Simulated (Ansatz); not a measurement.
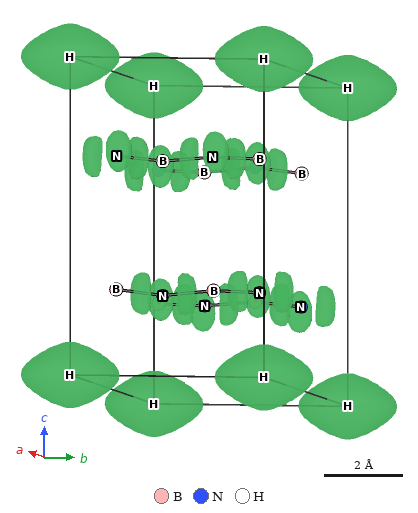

Figure. B8HN8 (cell charge −1, with a compensating background) (cell with a defect). Isosurface of the ELF at 0.85 (green), seen at an oblique angle. Core shells and regions of very low density are left out. Sticks mark near contacts.

The calculation used DFT PBE, scalar-relativistic, plane waves, PAW in Ansatz.

In a PAW calculation such maps are meaningful between the atoms, not at the nuclei.

Where are the electrons localised?

At this value the surface marks out 24 regions between bonded B–N atoms (shared pairs) and one region around a hydrogen nucleus, counted in one cell of 17 atoms. Regions shared between cells count once. Along the contacts the grid gives the following. B–N (1.45 Å): the ELF peaks at about 0.95 between the atoms (a polar covalent bond). B–H (2.78 Å): the ELF climbs to about 1 towards the hydrogen, as it does in any bond to H.
